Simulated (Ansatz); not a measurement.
# The perfect Nb wire along [100], 5 atoms a period

What gap, if any, does the Nb wire along [100], 5 atoms a period have, and how many channels would it open?

Calculated with Ansatz 0.2.0; DFT PBE, plane waves, PAW; relaxation of a wire's period; PAW set soft_1, in the first sound run; inputs show where later runs differ.

## (1) Starting point

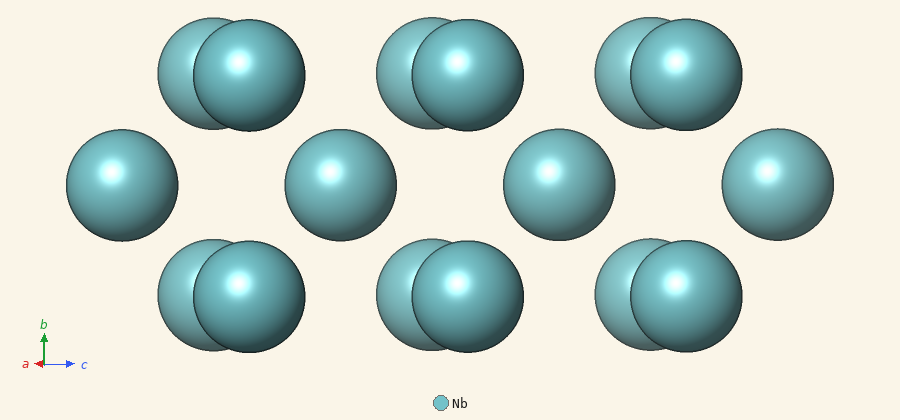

The cell as given, from the side, with the c axis across the page (niobium teal). 1×1×3 cells are drawn. Some periodic images of atoms are drawn too.

The cell holds 5 atoms: 5 Nb. Its edges and angles: a = 10.110 Å, b = 10.110 Å, c = 3.310 Å, α = 90.0°, β = 90.0°, γ = 90.0°. Vacuum lies along a and b. The structure's axis is c.

## (2) The relaxed wire

Band widths follow the bond lengths, so the wire is relaxed first. The atoms and the third cell vector are free; the box across stays fixed as vacuum. A Fermi-Dirac smearing is set since the result may be a metal. The pressure printed is a third of the stress's trace over the whole box, vacuum included; only the stress along the axis is relaxed.

Contents of input.yaml:

```yaml
crystal:
  lattice:
    - [10.11, 0.0, 0.0]
    - [0.0, 10.11, 0.0]
    - [0.0, 0.0, 3.31]
  atoms:
    - { symbol: Nb, position: [0.5, 0.5, 0.0] }
    - { symbol: Nb, position: [0.336300692, 0.336300692, 0.5] }
    - { symbol: Nb, position: [0.336300692, 0.663699308, 0.5] }
    - { symbol: Nb, position: [0.663699308, 0.336300692, 0.5] }
    - { symbol: Nb, position: [0.663699308, 0.663699308, 0.5] }
kpoints:
  mp_grid: { grid: [1, 1, 25] }
scf:
  occupations: { method: fermi_dirac, width: 0.05 }
hamiltonian:
  xc: pbe
  pseudopotentials: { kind: paw, azcp: { folder: soft_1 } }
relax:
  cell: { fix: [a, b, alpha, beta, gamma] }
  max_steps: 45
  f_tol: 0.03
```

Command:

```bash
ansatz run input.yaml --threads 4 --pin off --max-ram 16384MiB --backend cpu --events-out ev --progress --plain --runs-dir out
```

Numbers of over 12 decimals in the logs are rounded to 6 here.

Output:

```text
Engine: ansatz 0.2.0, aarch64-unknown-linux-gnu
Pseudopotentials: kind: paw
Pseudopotential: Nb, paw, valence charge 13, recommended cutoff 420 eV (normal), soft_1/Nb.paw.azcp
Functional definition: PBE
  parameter kappa = 0.804
  parameter beta = 0.066725
  exchange = pbe_x(kappa = kappa, mu = beta*pi^2/3)
  correlation = pbe_c(beta = beta)
Crystal: 5 atoms, lattice volume = 338.322 Å³
Basis set: ecut = 420 eV, 6639 PW (Γ), exchange–correlation on 144×144×48 points (8 copies of the dense FFT grid, shifted against one another)
Bands: 39, of which v1, the nominal top of the filled ones, is band 33 counted from 1 (32 counted from 0)
Symmetry: 16 space group operations
Space group: P4/mmm (ITA 123), of the structure as read, at distance tolerance 7.0e-5 Å
k-points: 13 of 25
Non-local potential: Nb, projectors of the file, l = 0: 3, l = 1: 2, l = 2: 2, l = 3: 1
PAW form: soft (Blöchl's): semilocal exchange-correlation on the pseudo side does not see the compensation charge
PAW one-centre angular grid: Nb, 590 points (default); XC on 64 Gauss nodes
Initial density: superposition of atomic densities (neutral atoms: chi_scale 0, normalization atom)
Initial wavefunctions: pseudopotential atomic-orbital guess
Functional: x = pbe(κ = 0.804, μ = 0.219515), c = pbe(β = 0.066725)
SCF iter   1: F=—  HF=-22755.241812 eV  |F-HF|=—  |Δ(HF+E_count)|=         —  Δρ=5.28e-2  dr2=4.54e1  ethr=3.10e-3  ⟨swp⟩=8.2  Hψ=2045  notcnv=0
preconditioner: auto → LDOS  [metal: Δε(μ)=0.021 eV  Ē_g=2.825 eV  σ=0.050 eV  W_gap=0.10  n_scr=46 (ndim 8)  ℏωp=10.1 eV  f_vac=0.444  D(μ)=15.67/eV (n_scr^D=142)  β→1.0]
SCF iter   2: F=—  HF=-22747.845272 eV  |F-HF|=—  |Δ(HF+E_count)|=    7.40e0  Δρ=2.98e-2  dr2=4.81e0  ethr=3.10e-3  ⟨swp⟩=4.0  Hψ=1424  notcnv=0  defer=1
SCF iter   3: F=—  HF=-22748.370968 eV  |F-HF|=—  |Δ(HF+E_count)|=   5.26e-1  Δρ=1.04e-2  dr2=1.30e0  ethr=3.10e-3  ⟨swp⟩=3.0  Hψ=1169  notcnv=0
SCF iter   4: F=—  HF=-22748.239109 eV  |F-HF|=—  |Δ(HF+E_count)|=   1.32e-1  Δρ=4.03e-3  dr2=1.34e-1  ethr=2.00e-3  ⟨swp⟩=2.1  Hψ=781  notcnv=0
SCF iter   5: F=—  HF=-22748.232914 eV  |F-HF|=—  |Δ(HF+E_count)|=   6.19e-3  Δρ=1.53e-3  dr2=1.08e-2  ethr=2.06e-4  ⟨swp⟩=2.2  Hψ=793  notcnv=0
SCF iter   6: F=—  HF=-22748.236280 eV  |F-HF|=—  |Δ(HF+E_count)|=   3.37e-3  Δρ=6.13e-4  dr2=1.63e-3  ethr=1.66e-5  ⟨swp⟩=2.0  Hψ=710  notcnv=0
SCF iter   7: F=—  HF=-22748.236890 eV  |F-HF|=—  |Δ(HF+E_count)|=   6.10e-4  Δρ=2.70e-4  dr2=2.49e-4  ethr=2.50e-6  ⟨swp⟩=2.1  Hψ=688  notcnv=0
SCF iter   8: F=—  HF=-22748.237015 eV  |F-HF|=—  |Δ(HF+E_count)|=   1.25e-4  Δρ=1.00e-4  dr2=8.93e-5  ethr=3.83e-7  ⟨swp⟩=2.2  Hψ=720  notcnv=0
SCF iter   9: F=—  HF=-22748.237218 eV  |F-HF|=—  |Δ(HF+E_count)|=   2.03e-4  Δρ=2.68e-5  dr2=2.84e-6  ethr=1.37e-7  ⟨swp⟩=2.0  Hψ=652  notcnv=0
SCF iter  10: F=—  HF=-22748.237221 eV  |F-HF|=—  |Δ(HF+E_count)|=   3.52e-6  Δρ=9.50e-6  dr2=2.82e-7  ethr=4.37e-9  ⟨swp⟩=3.0  Hψ=784  notcnv=0
SCF iter  11: F=-22748.237222 eV  HF=-22748.237222 eV  |F-HF|=3.66e-8  |Δ(HF+E_count)|=   2.36e-7  Δρ=2.51e-6  dr2=1.96e-8  ethr=1.54e-10  ⟨swp⟩=6.0  Hψ=1883  notcnv=0
SCF 1 converged in 11 iterations: F = -22748.237222 eV  dr2 = 1.96e-8
  greatest PAW one-centre occupation: 0.998 electrons in one spin orbital (limit 2), on the Nb atom at site 0 (counted from 0), in its partial waves of l = 0
relax step   1: F+E_penalty+E_count = -22748.23722175 eV  Δ(F+E_penalty+E_count) = +0.000e0 eV  max|allowed force component| = 2.127e0 eV/Å  Δτ_max = 0.0000 Å  P = -7.225 GPa  Ω = 338.322 Å³  fix = [a, b, alpha, beta, gamma]  reactions: a -6.906, b -6.906 GPa  (11 SCF iters, dr2 threshold 1.00e-7 eV, accepted)
Crystal: 5 atoms, lattice volume = 330.457 Å³
Basis set: ecut = 420 eV, 6487 PW (Γ), exchange–correlation on 144×144×48 points (8 copies of the dense FFT grid, shifted against one another)
Initial density: handed on by an earlier stage of this run
Initial wavefunctions: those handed on with the density
SCF iter   1: F=—  HF=-22750.732718 eV  |F-HF|=—  |Δ(HF+E_count)|=         —  Δρ=2.03e-2  dr2=4.05e0  ethr=3.10e-3  ⟨swp⟩=10.1  Hψ=2183  notcnv=0
preconditioner: auto → LDOS  [metal: Δε(μ)=0.043 eV  Ē_g=2.465 eV  σ=0.050 eV  W_gap=0.21  n_scr=46 (ndim 8)  ℏωp=10.2 eV  f_vac=0.503  D(μ)=13.92/eV (n_scr^D=118)  β→1.0]
SCF iter   2: F=—  HF=-22750.446687 eV  |F-HF|=—  |Δ(HF+E_count)|=   2.86e-1  Δρ=1.41e-2  dr2=1.57e0  ethr=3.10e-3  ⟨swp⟩=2.8  Hψ=875  notcnv=0
SCF iter   3: F=—  HF=-22750.303596 eV  |F-HF|=—  |Δ(HF+E_count)|=   1.43e-1  Δρ=2.94e-3  dr2=8.41e-2  ethr=2.41e-3  ⟨swp⟩=2.1  Hψ=756  notcnv=0
SCF iter   4: F=—  HF=-22750.299600 eV  |F-HF|=—  |Δ(HF+E_count)|=   4.00e-3  Δρ=6.66e-4  dr2=2.58e-3  ethr=1.29e-4  ⟨swp⟩=2.0  Hψ=762  notcnv=0
SCF iter   5: F=—  HF=-22750.301418 eV  |F-HF|=—  |Δ(HF+E_count)|=   1.82e-3  Δρ=2.88e-4  dr2=3.07e-4  ethr=3.97e-6  ⟨swp⟩=2.7  Hψ=803  notcnv=0
SCF iter   6: F=—  HF=-22750.302124 eV  |F-HF|=—  |Δ(HF+E_count)|=   7.06e-4  Δρ=1.31e-4  dr2=7.48e-5  ethr=4.72e-7  ⟨swp⟩=2.4  Hψ=882  notcnv=0
SCF iter   7: F=—  HF=-22750.302181 eV  |F-HF|=—  |Δ(HF+E_count)|=   5.69e-5  Δρ=4.04e-5  dr2=7.43e-6  ethr=1.15e-7  ⟨swp⟩=2.1  Hψ=844  notcnv=0
SCF iter   8: F=-22750.302187 eV  HF=-22750.302187 eV  |F-HF|=7.19e-7  |Δ(HF+E_count)|=   5.35e-6  Δρ=1.24e-5  dr2=3.33e-7  ethr=7.69e-10  ⟨swp⟩=4.1  Hψ=2128  notcnv=0
SCF 2 converged in 8 iterations: F = -22750.302187 eV  dr2 = 3.33e-7
relax step   2: F+E_penalty+E_count = -22750.30218724 eV  Δ(F+E_penalty+E_count) = -2.065e0 eV  max|allowed force component| = 9.531e-1 eV/Å  Δτ_max = 0.1937 Å  P = -3.173 GPa  Ω = 330.457 Å³  energy of the carried Pulay correction = +2.511e-4 eV  fix = [a, b, alpha, beta, gamma]  reactions: a -2.983, b -2.983 GPa  (8 SCF iters, dr2 threshold 5.00e-7 eV, accepted)
Crystal: 5 atoms, lattice volume = 323.651 Å³
Basis set: ecut = 420 eV, 6327 PW (Γ), exchange–correlation on 144×144×48 points (8 copies of the dense FFT grid, shifted against one another)
SCF iter   1: F=—  HF=-22750.769293 eV  |F-HF|=—  |Δ(HF+E_count)|=         —  Δρ=1.72e-2  dr2=2.69e0  ethr=3.10e-3  ⟨swp⟩=10.1  Hψ=2059  notcnv=0
preconditioner: auto → LDOS  [metal: Δε(μ)=0.086 eV  Ē_g=2.822 eV  σ=0.050 eV  W_gap=0.40  n_scr=46 (ndim 8)  ℏωp=10.3 eV  f_vac=0.529  D(μ)=13.35/eV (n_scr^D=118)  β→1.0]
SCF iter   2: F=—  HF=-22750.454011 eV  |F-HF|=—  |Δ(HF+E_count)|=   3.15e-1  Δρ=9.73e-3  dr2=5.13e-1  ethr=3.10e-3  ⟨swp⟩=2.4  Hψ=860  notcnv=0
SCF iter   3: F=—  HF=-22750.442847 eV  |F-HF|=—  |Δ(HF+E_count)|=   1.12e-2  Δρ=2.66e-3  dr2=6.11e-2  ethr=7.89e-4  ⟨swp⟩=2.1  Hψ=767  notcnv=0
SCF iter   4: F=—  HF=-22750.441704 eV  |F-HF|=—  |Δ(HF+E_count)|=   1.14e-3  Δρ=7.69e-4  dr2=2.97e-3  ethr=9.40e-5  ⟨swp⟩=2.0  Hψ=757  notcnv=0
SCF iter   5: F=—  HF=-22750.444449 eV  |F-HF|=—  |Δ(HF+E_count)|=   2.74e-3  Δρ=3.50e-4  dr2=4.98e-4  ethr=4.57e-6  ⟨swp⟩=2.6  Hψ=917  notcnv=0
SCF iter   6: F=—  HF=-22750.445129 eV  |F-HF|=—  |Δ(HF+E_count)|=   6.80e-4  Δρ=1.53e-4  dr2=5.35e-5  ethr=7.66e-7  ⟨swp⟩=2.3  Hψ=919  notcnv=0
SCF iter   7: F=—  HF=-22750.445260 eV  |F-HF|=—  |Δ(HF+E_count)|=   1.31e-4  Δρ=3.99e-5  dr2=3.92e-6  ethr=8.22e-8  ⟨swp⟩=2.9  Hψ=944  notcnv=0
SCF iter   8: F=-22750.445274 eV  HF=-22750.445272 eV  |F-HF|=1.90e-6  |Δ(HF+E_count)|=   1.15e-5  Δρ=1.19e-5  dr2=4.44e-7  ethr=7.69e-10  ⟨swp⟩=6.2  Hψ=2044  notcnv=0
SCF 3 converged in 8 iterations: F = -22750.445274 eV  dr2 = 4.44e-7
relax step   3: F+E_penalty+E_count = -22750.44527366 eV  Δ(F+E_penalty+E_count) = -1.431e-1 eV  max|allowed force component| = 8.919e-1 eV/Å  Δτ_max = 0.1560 Å  P = +2.222 GPa  Ω = 323.651 Å³  energy of the carried Pulay correction = +4.733e-4 eV  fix = [a, b, alpha, beta, gamma]  reactions: a +2.334, b +2.334 GPa  (8 SCF iters, dr2 threshold 5.00e-7 eV, accepted)
Crystal: 5 atoms, lattice volume = 321.033 Å³
Basis set: ecut = 420 eV, 6255 PW (Γ), exchange–correlation on 144×144×48 points (8 copies of the dense FFT grid, shifted against one another)
iter 1 solved again at ethr=1.24e-3 eV; its pass at ethr=3.10e-3 eV (dr2=8.05e-1 eV) is discarded
SCF iter   1: F=—  HF=-22750.705836 eV  |F-HF|=—  |Δ(HF+E_count)|=         —  Δρ=9.67e-3  dr2=7.84e-1  ethr=1.24e-3  ⟨swp⟩=1.1  Hψ=2342  notcnv=0
preconditioner: auto → LDOS  [metal: Δε(μ)=0.069 eV  Ē_g=2.395 eV  σ=0.050 eV  W_gap=0.32  n_scr=38 (ndim 8)  ℏωp=10.4 eV  f_vac=0.509  D(μ)=9.02/eV (n_scr^D=62)  β→1.0]
SCF iter   2: F=—  HF=-22750.699810 eV  |F-HF|=—  |Δ(HF+E_count)|=   6.03e-3  Δρ=8.90e-3  dr2=8.15e-1  ethr=1.21e-3  ⟨swp⟩=2.5  Hψ=766  notcnv=0
SCF iter   3: F=—  HF=-22750.618159 eV  |F-HF|=—  |Δ(HF+E_count)|=   8.17e-2  Δρ=1.81e-3  dr2=2.54e-2  ethr=1.21e-3  ⟨swp⟩=2.2  Hψ=850  notcnv=0
SCF iter   4: F=—  HF=-22750.618806 eV  |F-HF|=—  |Δ(HF+E_count)|=   6.46e-4  Δρ=5.63e-4  dr2=9.72e-4  ethr=3.91e-5  ⟨swp⟩=2.0  Hψ=699  notcnv=0
SCF iter   5: F=—  HF=-22750.620298 eV  |F-HF|=—  |Δ(HF+E_count)|=   1.49e-3  Δρ=2.64e-4  dr2=1.39e-4  ethr=1.50e-6  ⟨swp⟩=2.1  Hψ=891  notcnv=0
SCF iter   6: F=—  HF=-22750.621034 eV  |F-HF|=—  |Δ(HF+E_count)|=   7.36e-4  Δρ=8.22e-5  dr2=1.79e-5  ethr=2.14e-7  ⟨swp⟩=2.6  Hψ=741  notcnv=0
SCF iter   7: F=—  HF=-22750.621055 eV  |F-HF|=—  |Δ(HF+E_count)|=   2.14e-5  Δρ=1.73e-5  dr2=8.29e-7  ethr=2.75e-8  ⟨swp⟩=2.0  Hψ=677  notcnv=0
SCF iter   8: F=-22750.621058 eV  HF=-22750.621058 eV  |F-HF|=5.06e-8  |Δ(HF+E_count)|=   2.91e-6  Δρ=5.54e-6  dr2=1.35e-7  ethr=7.69e-10  ⟨swp⟩=5.2  Hψ=1926  notcnv=0
SCF 4 converged in 8 iterations: F = -22750.621058 eV  dr2 = 1.35e-7
relax step   4: F+E_penalty+E_count = -22750.62105816 eV  Δ(F+E_penalty+E_count) = -1.758e-1 eV  max|allowed force component| = 1.194e-1 eV/Å  Δτ_max = 0.0923 Å  P = -0.452 GPa  Ω = 321.033 Å³  energy of the carried Pulay correction = +5.599e-4 eV  fix = [a, b, alpha, beta, gamma]  reactions: a -0.512, b -0.512 GPa  (8 SCF iters, dr2 threshold 5.00e-7 eV, accepted)
Crystal: 5 atoms, lattice volume = 320.884 Å³
iter 1 solved again at ethr=1.53e-5 eV; its pass at ethr=3.10e-3 eV (dr2=9.92e-3 eV) is discarded
SCF iter   1: F=—  HF=-22750.625758 eV  |F-HF|=—  |Δ(HF+E_count)|=         —  Δρ=1.04e-3  dr2=9.77e-3  ethr=1.53e-5  ⟨swp⟩=1.3  Hψ=1951  notcnv=0
preconditioner: auto → LDOS  [metal: Δε(μ)=0.067 eV  Ē_g=2.495 eV  σ=0.050 eV  W_gap=0.29  n_scr=38 (ndim 8)  ℏωp=10.4 eV  f_vac=0.513  D(μ)=10.20/eV (n_scr^D=70)  β→1.0]
SCF iter   2: F=—  HF=-22750.625253 eV  |F-HF|=—  |Δ(HF+E_count)|=   5.05e-4  Δρ=8.77e-4  dr2=7.10e-3  ethr=1.50e-5  ⟨swp⟩=2.0  Hψ=697  notcnv=0
SCF iter   3: F=—  HF=-22750.624635 eV  |F-HF|=—  |Δ(HF+E_count)|=   6.18e-4  Δρ=1.75e-4  dr2=2.80e-4  ethr=1.09e-5  ⟨swp⟩=2.0  Hψ=657  notcnv=0
SCF iter   4: F=—  HF=-22750.624849 eV  |F-HF|=—  |Δ(HF+E_count)|=   2.14e-4  Δρ=4.95e-5  dr2=9.25e-6  ethr=4.30e-7  ⟨swp⟩=2.0  Hψ=656  notcnv=0
SCF iter   5: F=—  HF=-22750.624862 eV  |F-HF|=—  |Δ(HF+E_count)|=   1.29e-5  Δρ=2.28e-5  dr2=1.23e-6  ethr=1.42e-8  ⟨swp⟩=2.7  Hψ=919  notcnv=0
SCF iter   6: F=-22750.624866 eV  HF=-22750.624866 eV  |F-HF|=2.68e-7  |Δ(HF+E_count)|=   4.33e-6  Δρ=7.88e-6  dr2=2.10e-7  ethr=7.69e-10  ⟨swp⟩=5.6  Hψ=1972  notcnv=0
SCF 5 converged in 6 iterations: F = -22750.624866 eV  dr2 = 2.10e-7
relax step   5: F+E_penalty+E_count = -22750.62486628 eV  Δ(F+E_penalty+E_count) = -3.808e-3 eV  max|allowed force component| = 1.433e-2 eV/Å  Δτ_max = 0.0096 Å  P = -0.146 GPa  Ω = 320.884 Å³  energy of the carried Pulay correction = +5.649e-4 eV  fix = [a, b, alpha, beta, gamma]  reactions: a -0.202, b -0.202 GPa  (6 SCF iters, dr2 threshold 5.00e-7 eV, accepted)
Initial wavefunctions: pseudopotential atomic-orbital guess (no wavefunctions were taken with the density)
iter 1 solved again at ethr=2.40e-7 eV; its pass at ethr=3.10e-3 eV (dr2=1.56e-4 eV) is discarded
SCF iter   1: F=—  HF=-22750.624089 eV  |F-HF|=—  |Δ(HF+E_count)|=         —  Δρ=4.53e-5  dr2=1.08e-6  ethr=2.40e-7  ⟨swp⟩=4.9  Hψ=3685  notcnv=0
preconditioner: auto → LDOS  [metal: Δε(μ)=0.072 eV  Ē_g=2.486 eV  σ=0.050 eV  W_gap=0.32  n_scr=38 (ndim 8)  ℏωp=10.4 eV  f_vac=0.513  D(μ)=10.10/eV (n_scr^D=70)  β→1.0]
SCF iter   2: F=—  HF=-22750.624303 eV  |F-HF|=—  |Δ(HF+E_count)|=   2.14e-4  Δρ=8.33e-6  dr2=2.21e-7  ethr=1.65e-9  ⟨swp⟩=2.7  Hψ=1014  notcnv=0
SCF iter   3: F=—  HF=-22750.624303 eV  |F-HF|=—  |Δ(HF+E_count)|=   7.65e-9  Δρ=3.30e-6  dr2=3.53e-8  ethr=3.40e-10  ⟨swp⟩=2.0  Hψ=889  notcnv=0
SCF iter   4: F=—  HF=-22750.624303 eV  |F-HF|=—  |Δ(HF+E_count)|=   1.64e-8  Δρ=1.22e-6  dr2=3.55e-9  ethr=5.43e-11  ⟨swp⟩=2.1  Hψ=854  notcnv=0
SCF iter   5: F=—  HF=-22750.624303 eV  |F-HF|=—  |Δ(HF+E_count)|=   7.91e-9  Δρ=6.59e-7  dr2=1.10e-9  ethr=5.47e-12  ⟨swp⟩=2.7  Hψ=950  notcnv=0
SCF iter   6: F=—  HF=-22750.624303 eV  |F-HF|=—  |Δ(HF+E_count)|=   2.91e-9  Δρ=2.34e-7  dr2=2.78e-10  ethr=1.70e-12  ⟨swp⟩=2.0  Hψ=681  notcnv=0
SCF iter   7: F=-22750.624303 eV  HF=-22750.624303 eV  |F-HF|=1.46e-11  |Δ(HF+E_count)|=  2.11e-10  Δρ=6.71e-8  dr2=1.87e-11  ethr=1.00e-12  ⟨swp⟩=4.0  Hψ=2043  notcnv=0
SCF 6 converged in 7 iterations: F = -22750.624303 eV  dr2 = 1.87e-11
relax step   6: F+E_penalty+E_count = -22750.62430346 eV  Δ(F+E_penalty+E_count) = +5.628e-4 eV  max|allowed force component| = 1.421e-2 eV/Å  Δτ_max = 0.0000 Å  P = -0.145 GPa  Ω = 320.884 Å³  fix = [a, b, alpha, beta, gamma]  reactions: a -0.200, b -0.200 GPa  stress off target by 3.50e-2 GPa on what of the cell is left free  SCF on the basis re-selected at this cell (its energy is not comparable with the rows above)  (7 SCF iters)
basis re-selected at this cell: Δ(F+E_penalty+E_count) = +5.628e-4 eV, ΔP = +0.001 GPa vs the last step (what re-selecting the basis moved, of the pressure what is left beyond the Pulay correction that the steps carried, after the strain that the cell walked since its last selection, with what the two solves' SCF thresholds leave and, on support functions, any second-order correction that the steps lacked; it is no m [...]
SCF converged after 7 iterations
Free energy (F): -22750.624303 eV
Harris-Foulkes:  -22750.624303 eV  (|F-HF|=1.46e-11)
Internal energy: -22750.539488 eV  (E = F + TS)
E sigma→0 (E₀):  -22750.581896 eV
Entropy (-TS):   -0.084815 eV (-16.963 meV/atom)
Fermi energy:    2.897545 eV
--- Per-component energies (eV) ---
  E_band       = -1327.866259
  E_kinetic    = 1860.810262
  E_local      = -17357.204219  (includes V_loc(G=0)·N_el)
  E_nonlocal   = 487.644631
  E_hartree    = 7632.542105
  E_xc         = -819.218321
  E_vxc        = -990.403113  (∫ρ·V_xc dr)
  E_paw        = -15414.616742  (= ΣΔE_a)
  E_vpaw       = -593.798127  (= ΣTr[D̂ρ^β])
  E_aug_tail   = 0.000214  (compensation charges beyond the density's cutoff)
  E_ewald      = 859.502581
  E_smearing   = -0.084815  (= −TS)
  E_closure    = 0.000000  (closes the sum)
  Σ components = -22750.624303   (vs F -22750.624303, Δ=0.00e0)
--- Forces (eV/Å), atoms counted from 1 ---
  atom   1  Nb     0.00000000     0.00000000     0.00000000
  atom   2  Nb     0.01421037     0.01421037     0.00000000
  atom   3  Nb     0.01421037    -0.01421037     0.00000000
  atom   4  Nb    -0.01421037     0.01421037     0.00000000
  atom   5  Nb    -0.01421037    -0.01421037     0.00000000
  max |Σ_I F_I| component: 1.73e-18 eV/Å
--- Stress (GPa, compression-positive) ---
       -0.200118       0.000000       0.000000
        0.000000      -0.200118       0.000000
        0.000000       0.000000      -0.034962
  P = ⅓ Tr σ = -0.1451 GPa (-1.451 kbar)
--- Relaxed structure (5 steps of the walk, 5 accepted, 1 SCFs on fresh bases) ---
  F+E_penalty+E_count = -22750.62430346 eV   max|allowed force component| = 1.421e-2 eV/Å   (the final SCF, on the basis selected at the relaxed cell)
  cell:  # Å, volume = 320.8841 Å³
    - [10.11, 0.0, 0.0]
    - [0.0, 10.11, 0.0]
    - [0.0, 0.0, 3.139395]
  atoms:
    - { symbol: Nb, position: [0.5, 0.5, 0.0] }
    - { symbol: Nb, position: [0.354978, 0.354978, 0.5] }
    - { symbol: Nb, position: [0.354978, 0.645022, 0.5] }
    - { symbol: Nb, position: [0.645022, 0.354978, 0.5] }
    - { symbol: Nb, position: [0.645022, 0.645022, 0.5] }
```

The job ended after 17 s (4 threads of Arm Neoverse V1, shared host; peak memory 0.71 GiB).

(Part 1 of 2 ends here.)

[Logs are printed without paths, hosts, clocks, repeated set-up lines and the standing remarks that a program may print on its own settings, such as how far it seeks lower states.]

[Hosts, paths, dates, database ids (printed as entryN), source tags and the programs' standing remarks are cut or masked in the printed files.]
